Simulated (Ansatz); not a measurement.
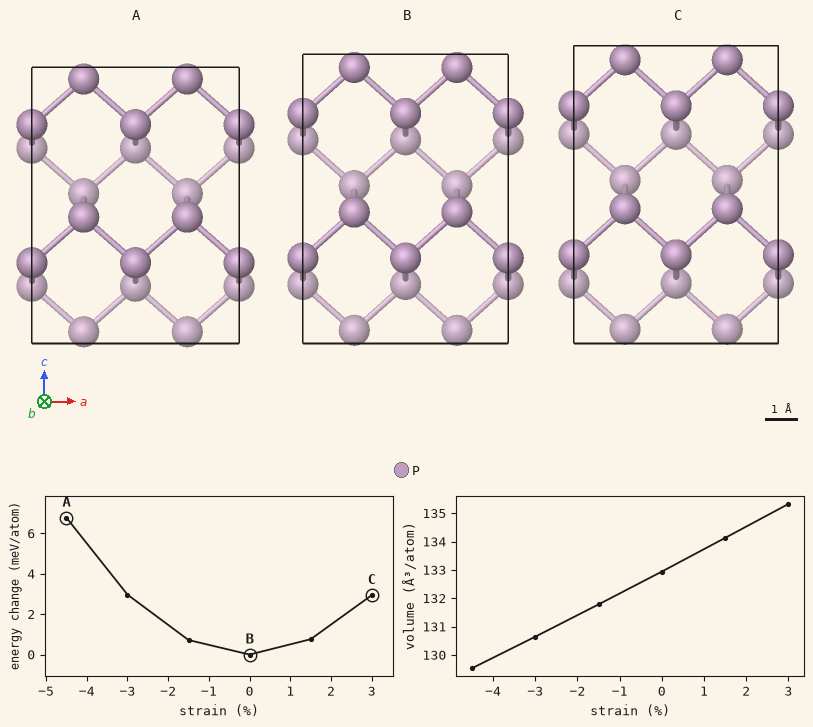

Members of a series of calculations on a crystal of P (set up in Pmna), marked on the first curve. Style: ball-and-stick. Shown: the 2 × 2 repeat of the cell, outlined in the plane, without the vacuum, along the b axis.

Theory: Ansatz 0.2.0, DFT r2SCAN, scalar-relativistic, plane waves, PAW. Set-up: plane-wave cutoff 500 eV; k-point mesh 8 × 1 × 6; occupations gaussian; smearing width 0.02 eV; no spin polarisation.

Which kind of strain is it, and how does the structure respond?

Uniaxial strain along c; a, b and atoms relaxed. A (strain −4.5 %): energy change 6.8 meV/atom, volume 129.53 Å³ per atom. B (strain 0.0 %): energy change 0.0 meV/atom, volume 132.94 Å³ per atom. C (strain 3.0 %): energy change 2.9 meV/atom, volume 135.33 Å³ per atom. The rest compares A with C. In the plane the drawn cell goes a 6.640 → 6.553 Å (−1.3 %), c 8.855 → 9.550 Å (+7.9 %). Some distances before and after: P–P 2.239 → 2.256 Å, P–P 2.210 → 2.204 Å.

Limits of the set-up: layers or molecules are held without a dispersion correction, so their spacing is unreliable.
